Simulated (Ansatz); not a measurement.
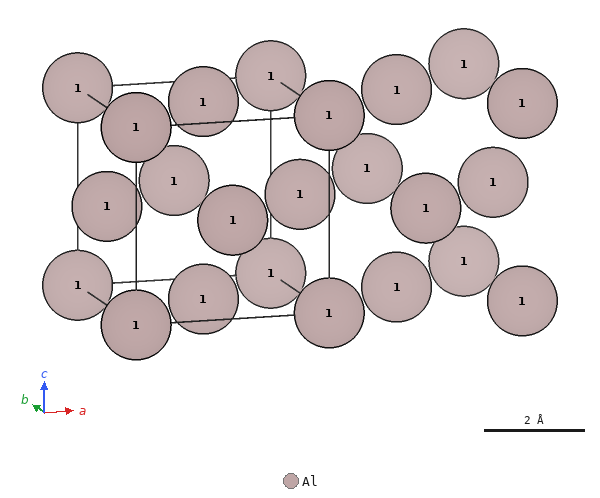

**Figure 1.** The structure as given in the input (spheres-only view of the cell 4 times as large as that of the calculation, set on its symmetry axes, repeated 2 × 1 × 1, seen slightly off an axis; atoms are numbered from 1 in the order of the input).

**Run report: Al, geometry relaxation**

The run: geometry relaxation of Al (Fm-3m, 1 atom in the cell). Method and program: DFT, PBE, PAW with Ansatz's default frozen-core files, scalar-relativistic, no spin polarisation (Ansatz 0.2.0).

The structure was built on a prototype by a generator; it need not be a known phase. It belongs to a series of runs on one base structure; here: bulk cell relaxed. Figures and captions count atoms from 1; the log counts them from 0 in places.

**Input file**
```yaml
crystal:
  lattice:
    - [0.0, 2.0199666694, 2.0199666694]
    - [2.0199666694, 0.0, 2.0199666694]
    - [2.0199666694, 2.0199666694, 0.0]
  atoms:
    - { symbol: Al, position: [0.0, 0.0, 0.0] }
kpoints:
  mp_grid: { grid: [18, 18, 18] }
scf:
  occupations: { method: fermi_dirac, width: 0.08 }
hamiltonian:
  xc: pbe
  pseudopotentials: { kind: paw }
output:
  forces: true
  stress: true
  write_density: true
  write_potential: true
  elf: true
  volumetric_format: npy
relax:
  f_tol: 0.005
  max_steps: 40
  cell: {}
```

Run on 2 threads of Arm Neoverse V2, 24 GiB of memory available, shared host.

Run as:
```bash
ansatz run input.yaml --threads 2 --pin off --max-ram 4096MiB --backend cpu --events-out ev --progress --plain --runs-dir out
```

**What the program printed**
```
Engine: ansatz 0.2.0, aarch64-unknown-linux-gnu
Pseudopotentials: kind: paw
Pseudopotential: Al, paw, valence charge 3, recommended cutoff 420 eV (normal), Al.paw.azcp
Functional definition: PBE
  parameter kappa = 0.804
  parameter beta = 0.06672455060314922
  exchange = pbe_x(kappa = kappa, mu = beta*pi^2/3)
  correlation = pbe_c(beta = beta)
Crystal: 1 atoms, lattice volume = 16.484 Å³
Basis set: ecut = 420 eV, 331 PW (Γ), exchange–correlation on 40×40×40 points (8 copies of the dense FFT grid, shifted against one another)
Bands: 6, of which v1, the nominal top of the filled ones, is band 2 counted from 1 (1 counted from 0)
Symmetry: 48 space group operations
Space group: Fm-3m (ITA 225), of the structure as read, at distance tolerance 2.5e-5 Å
k-points: 195 of 5832
Non-local potential: Al, projectors of the file, l = 0: 2, l = 1: 2, l = 2: 1
PAW form: soft (Blöchl's): semilocal exchange-correlation on the pseudo side does not see the compensation charge
PAW one-centre angular grid: Al, 110 points (default); XC on 64 Gauss nodes
Initial density: superposition of atomic densities (neutral atoms: chi_scale 0, normalization atom), corrected by the library's trained network
Initial wavefunctions: pseudopotential atomic-orbital guess
Functional: x = pbe(κ = 0.804, μ = 0.2195149727645171), c = pbe(β = 0.06672455060314922)
SCF iter   1: F=—  HF=-537.504926 eV  |F-HF|=—  |Δ(HF+E_count)|=         —  Δρ=4.67e-4  dr2=1.05e-5  ethr=1.77e-3  ⟨swp⟩=4.7  Hψ=10021  notcnv=0
preconditioner: auto → none  [metal: Δε(μ)=0.004 eV  Ē_g=13.193 eV  σ=0.080 eV  W_gap=0.01  n_scr=0 (ndim 8)  ℏωp=15.8 eV  f_vac=0.000  D(μ)=0.47/eV (n_scr^D=0)]
SCF iter   2: F=—  HF=-537.504970 eV  |F-HF|=—  |Δ(HF+E_count)|=   4.39e-5  Δρ=2.36e-4  dr2=2.47e-6  ethr=3.50e-7  ⟨swp⟩=2.0  Hψ=2992  notcnv=0  defer=1
iter 3 did not close the SCF: its close was put off for the readings that it lacked (scf_convergence_deferred on its scf_iter line)
SCF iter   3: F=-537.504981 eV  HF=-537.504981 eV  |F-HF|=5.18e-10  |Δ(HF+E_count)|=   1.07e-5  Δρ=1.46e-5  dr2=3.12e-8  ethr=8.25e-8  ⟨swp⟩=2.0  Hψ=1402  notcnv=0  defer=1
iter 4 did not close the SCF: its close was put off for the readings that it lacked (scf_convergence_deferred on its scf_iter line)
SCF iter   4: F=-537.504981 eV  HF=-537.504981 eV  |F-HF|=7.39e-10  |Δ(HF+E_count)|=  9.31e-10  Δρ=4.56e-6  dr2=3.58e-9  ethr=1.04e-9  ⟨swp⟩=1.0  Hψ=1111  notcnv=0  defer=1
iter 5 did not close the SCF: its close was put off for the readings that it lacked (scf_convergence_deferred on its scf_iter line)
SCF iter   5: F=-537.504981 eV  HF=-537.504981 eV  |F-HF|=1.23e-11  |Δ(HF+E_count)|=  6.63e-10  Δρ=4.75e-7  dr2=4.30e-11  ethr=1.19e-10  ⟨swp⟩=1.0  Hψ=1111  notcnv=0  defer=1
SCF iter   6: F=-537.504981 eV  HF=-537.504981 eV  |F-HF|=5.68e-13  |Δ(HF+E_count)|=  8.75e-12  Δρ=1.07e-7  dr2=2.21e-12  ethr=1.43e-12  ⟨swp⟩=3.0  Hψ=3408  notcnv=0
SCF 1 converged in 6 iterations: F = -537.504981 eV  dr2 = 2.21e-12
  greatest PAW one-centre occupation: 0.446 electrons in one spin orbital (limit 2), on the Al atom at site 0 (counted from 0), in its partial waves of l = 0
relax step   1: F+E_penalty+E_count = -537.50498064 eV  Δ(F+E_penalty+E_count) = +0.000e0 eV  max|allowed force component| = 0.000e0 eV/Å  Δτ_max = 0.0000 Å  P = +0.060 GPa  Ω = 16.484 Å³  (6 SCF iters, accepted)
Crystal: 1 atoms, lattice volume = 16.498 Å³
Initial density: handed on by an earlier stage of this run
Initial wavefunctions: those handed on with the density
iter 1 solved again at ethr=2.68e-9 eV; its pass at ethr=3.10e-3 eV (dr2=8.05e-8 eV) is discarded
SCF iter   1: F=—  HF=-537.504953 eV  |F-HF|=—  |Δ(HF+E_count)|=         —  Δρ=2.31e-5  dr2=8.83e-8  ethr=2.68e-9  ⟨swp⟩=2.6  Hψ=11009  notcnv=0
preconditioner: auto → none  [metal: Δε(μ)=0.005 eV  Ē_g=13.186 eV  σ=0.080 eV  W_gap=0.01  n_scr=0 (ndim 8)  ℏωp=15.8 eV  f_vac=0.000  D(μ)=0.47/eV (n_scr^D=0)]
SCF iter   2: F=—  HF=-537.504977 eV  |F-HF|=—  |Δ(HF+E_count)|=   2.35e-5  Δρ=1.12e-5  dr2=2.09e-8  ethr=2.68e-9  ⟨swp⟩=1.0  Hψ=1170  notcnv=0
SCF iter   3: F=-537.504976 eV  HF=-537.504976 eV  |F-HF|=1.49e-11  |Δ(HF+E_count)|=   2.58e-8  Δρ=3.70e-7  dr2=9.15e-12  ethr=2.99e-10  ⟨swp⟩=5.1  Hψ=3002  notcnv=0
SCF 2 converged in 3 iterations: F = -537.504976 eV  dr2 = 9.15e-12
relax step   2: F+E_penalty+E_count = -537.50497650 eV  Δ(F+E_penalty+E_count) = +4.139e-6 eV  max|allowed force component| = 0.000e0 eV/Å  Δτ_max = 0.0000 Å  P = -0.007 GPa  Ω = 16.498 Å³  energy of the carried Pulay correction = -6.467e-6 eV  (3 SCF iters, accepted)
Initial wavefunctions: pseudopotential atomic-orbital guess (no wavefunctions were taken with the density)
iter 1 solved again at ethr=3.95e-9 eV; its pass at ethr=3.10e-3 eV (dr2=1.19e-7 eV) is discarded
SCF iter   1: F=—  HF=-537.504961 eV  |F-HF|=—  |Δ(HF+E_count)|=         —  Δρ=1.43e-6  dr2=7.28e-11  ethr=3.95e-9  ⟨swp⟩=3.1  Hψ=13676  notcnv=0
SCF iter   2: F=-537.504985 eV  HF=-537.504985 eV  |F-HF|=4.05e-11  |Δ(HF+E_count)|=   2.36e-5  Δρ=4.73e-7  dr2=3.88e-12  ethr=1.00e-12  ⟨swp⟩=3.9  Hψ=5471  notcnv=0
SCF 3 converged in 2 iterations: F = -537.504985 eV  dr2 = 3.88e-12
relax step   3: F+E_penalty+E_count = -537.50498501 eV  Δ(F+E_penalty+E_count) = -8.508e-6 eV  max|allowed force component| = 0.000e0 eV/Å  Δτ_max = 0.0000 Å  P = -0.007 GPa  Ω = 16.498 Å³  stress off target by 6.69e-3 GPa  SCF on the basis re-selected at this cell (its energy is not comparable with the rows above)  (2 SCF iters)
```

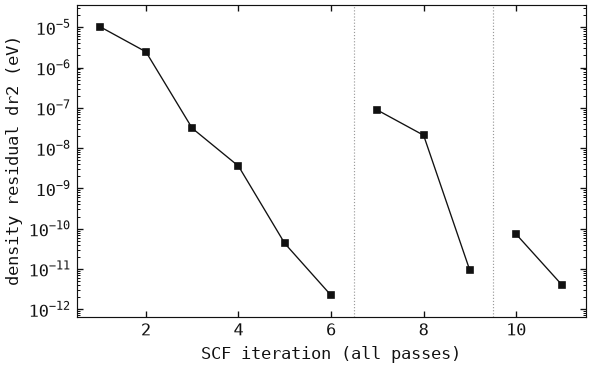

**Figure 2.** Convergence of the self-consistent field: density residual dr2 against the SCF iteration. The dotted lines part the SCF passes of the relaxation: geometry steps, rejected trials and re-solves on a re-selected basis. The passes take 6, 3 and 2 iterations.

```
basis re-selected at this cell: Δ(F+E_penalty+E_count) = -8.508e-6 eV, ΔP = +0.001 GPa vs the last step (what re-selecting the basis moved, of the pressure what is left beyond the Pulay correction that the steps carried, after the strain that the cell walked since its last selection, with what the two solves' SCF thresholds leave and, on support functions, any second-order correction that the steps lacked; it is no measure of the basis error at this ecutwfc). This SCF's stress stands 6.69e-3 GPa from its target on what of the cell is left free (relax.cell.stress_tol is 5.00e-2 GPa) and its largest allowed force component is 0.00e0 eV/Å (relax.f_tol is 5.00e-3 eV/Å): within both
SCF converged after 2 iterations
Free energy (F): -537.504985 eV
Harris-Foulkes:  -537.504985 eV  (|F-HF|=4.05e-11)
Internal energy: -537.495391 eV  (E = F + TS)
E sigma→0 (E₀):  -537.500188 eV
Entropy (-TS):   -0.009594 eV (-9.594 meV/atom)
Fermi energy:    7.932487 eV
--- Per-component energies (eV) ---
  E_band       = 10.578049
  E_kinetic    = 22.774981
  E_local      = 9.899494  (includes V_loc(G=0)·N_el)
  E_nonlocal   = 10.310287
  E_hartree    = 0.104362
  E_xc         = -39.731134
  E_vxc        = -28.956607  (∫ρ·V_xc dr)
  E_paw        = -467.335735  (= ΣΔE_a)
  E_vpaw       = -3.658826  (= ΣTr[D̂ρ^β])
  E_aug_tail   = -0.000002  (compensation charges beyond the density's cutoff)
  E_ewald      = -73.517643
  E_smearing   = -0.009594  (= −TS)
  E_closure    = -0.000000  (closes the sum)
  Σ components = -537.504985   (vs F -537.504985, Δ=0.00e0)
--- Forces (eV/Å), atoms counted from 1 ---
  atom   1  Al     0.00000000     0.00000000     0.00000000
  max |Σ_I F_I| component: 1.16e-33 eV/Å
--- Stress (GPa, compression-positive) ---
       -0.006689       0.000000       0.000000
        0.000000      -0.006689       0.000000
        0.000000       0.000000      -0.006689
  P = ⅓ Tr σ = -0.0067 GPa (-0.067 kbar)
--- Band table (eV; the first three rows and the last of 195) ---
  k-point 0: bands = ["-3.1824", "20.4679", "20.4679", "20.4679", "22.0626", "22.0626"]
  k-point 1: bands = ["-3.0985", "18.9961", "20.1780", "20.1780", "22.4813", "22.4813"]
  k-point 2: bands = ["-2.8472", "16.7953", "19.6866", "19.6866", "22.6821", "23.3294"]
  k-point 194: bands = ["6.6642", "7.5874", "7.9335", "9.2792", "22.3661", "23.7406"]
--- Relaxed structure (2 steps of the walk, 2 accepted, 1 SCFs on fresh bases) ---
  F+E_penalty+E_count = -537.50498501 eV   max|allowed force component| = 0.000e0 eV/Å   (the final SCF, on the basis selected at the relaxed cell)
  cell:  # Å, volume = 16.4982 Å³
    - [-2.675070317270185e-34, 2.0205472809965186, 2.0205472809965186]
    - [2.0205472809965186, -2.8024546180925747e-34, 2.0205472809965186]
    - [2.0205472809965186, 2.0205472809965186, -1.6559959106910668e-34]
  atoms:
    - { symbol: Al, position: [0.0, 0.0, 0.0] }
```

**File rho_z.tsv**
```
# z_ang	rho[e/angstrom^3]
# format = ansatz-planar-average/11
# lattice	-0.000000000	2.020547281	2.020547281
# lattice	2.020547281	-0.000000000	2.020547281
# lattice	2.020547281	2.020547281	-0.000000000
# sites	1
# site	13	0.000000000	0.000000000	0.000000000
0.000000	1.807049e-1
0.142874	1.808128e-1
0.285749	1.811993e-1
0.428623	1.820305e-1
0.571497	1.832975e-1
0.714371	1.844330e-1
0.857246	1.845480e-1
1.000120	1.832117e-1
1.142994	1.808888e-1
1.285868	1.787010e-1
1.428743	1.778062e-1
1.571617	1.787010e-1
1.714491	1.808888e-1
1.857365	1.832117e-1
2.000240	1.845480e-1
2.143114	1.844330e-1
2.285988	1.832975e-1
2.428863	1.820305e-1
2.571737	1.811993e-1
2.714611	1.808128e-1
```

**File v_z.tsv**
```
# z_ang	v_es[eV]	v_tot[eV]
# format = ansatz-planar-average/11
# xc	pbe
# density_cutoff_ev	1680
# datasets	Al=:simpson_from_first_knot:soft
# lattice	-0.000000000	2.020547281	2.020547281
# lattice	2.020547281	-0.000000000	2.020547281
# lattice	2.020547281	2.020547281	-0.000000000
# sites	1
# site	13	0.000000000	0.000000000	0.000000000
0.000000	5.257015e-1	-1.068043e1
0.142874	5.650741e-1	-1.057098e1
0.285749	6.966685e-1	-1.022236e1
0.428623	9.813908e-1	-9.580341e0
0.571497	1.542496e0	-8.561789e0
0.714371	2.496556e0	-7.182671e0
0.857246	3.816033e0	-5.648481e0
1.000120	5.255825e0	-4.167322e0
1.142994	6.463573e0	-2.918703e0
1.285868	7.199048e0	-2.133420e0
1.428743	7.432045e0	-1.886887e0
1.571617	7.199048e0	-2.133420e0
1.714491	6.463573e0	-2.918703e0
1.857365	5.255825e0	-4.167322e0
2.000240	3.816033e0	-5.648481e0
2.143114	2.496556e0	-7.182671e0
2.285988	1.542496e0	-8.561789e0
2.428863	9.813908e-1	-9.580341e0
2.571737	6.966685e-1	-1.022236e1
2.714611	5.650741e-1	-1.057098e1
```

**Trajectory as extended XYZ (Å, eV, eV/Å), 3 frames, from step=1 to step=3**
```
1
Lattice="0.0000 2.0200 2.0200 2.0200 0.0000 2.0200 2.0200 2.0200 0.0000" Properties=species:S:1:pos:R:3:forces:R:3 step=1 energy=-537.50498 pressure_GPa=0.06
Al    0.0000    0.0000    0.0000    0.0000   0.0000   0.0000
1
Lattice="0.0000 2.0205 2.0205 2.0205 0.0000 2.0205 2.0205 2.0205 0.0000" Properties=species:S:1:pos:R:3:forces:R:3 step=2 energy=-537.50498 pressure_GPa=-0.01
Al    0.0000    0.0000    0.0000    0.0000   0.0000   0.0000
1
Lattice="0.0000 2.0205 2.0205 2.0205 0.0000 2.0205 2.0205 2.0205 0.0000" Properties=species:S:1:pos:R:3:forces:R:3 step=3 energy=-537.50499 pressure_GPa=-0.01
Al    0.0000    0.0000    0.0000    0.0000   0.0000   0.0000
```

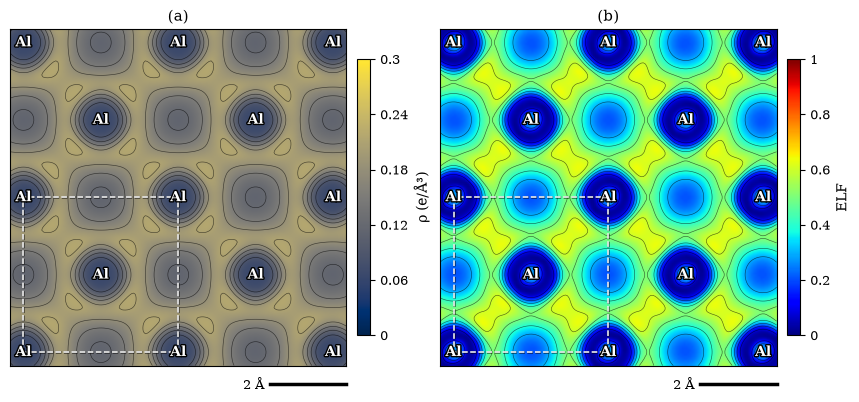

**Figure 3.** (a) valence pseudo-density; (b) ELF on the (100) plane of the conventional cell. Atoms in the plane: Al. Al–Al (2.86 Å): the density is about 0.2 e/Å³ at the midpoint; the ELF is about 0.60 at the midpoint, which marks metallic bonding. Away from the nuclei the density in this plane falls to 0.11 e/Å³ at its lowest. In a PAW calculation such maps are meaningful between the atoms, not at the nuclei.

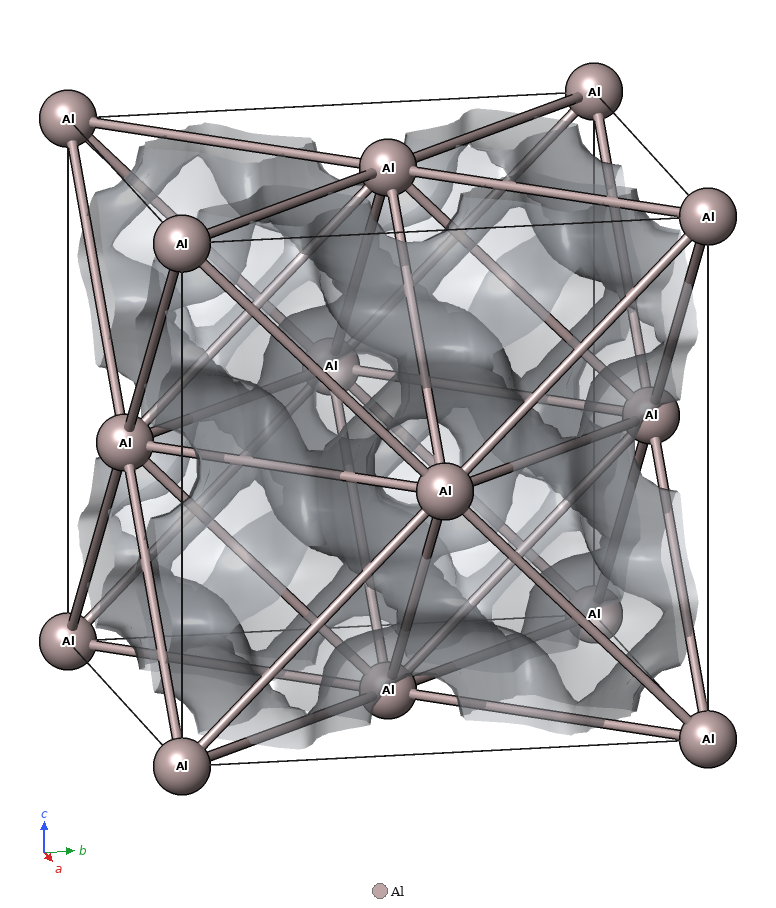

**Figure 4.** Isosurface of the ELF at 0.55 (grey), seen slightly off an axis. Only the valence region is drawn (cores and ρ < 0.01 e/Å³ removed). Sticks mark near contacts. The outline is the cell set on symmetry axes. Values along the shortest contacts: Al–Al (2.86 Å): the ELF is about 0.60 at the midpoint (nearly free electrons, as in a simple metal).

**Summary**

```tsv
quantity	value
outcome	converged
space group (tolerance 0.01 Å)	Fm-3m (225)
electrons treated	3
free energy	−537.5050 eV
Fermi energy	7.932 eV
pressure	−0.01 GPa
final volume	16.50 Å³
largest force (length of the vector) at the end	under 0.001 eV/Å
final cell	a = 2.857 Å, b = 2.857 Å, c = 2.857 Å, α = 60.00°, β = 60.00°, γ = 60.00°
wall time	1.5 s (CPU time 2.8 s)
peak memory	0.28 GiB
```
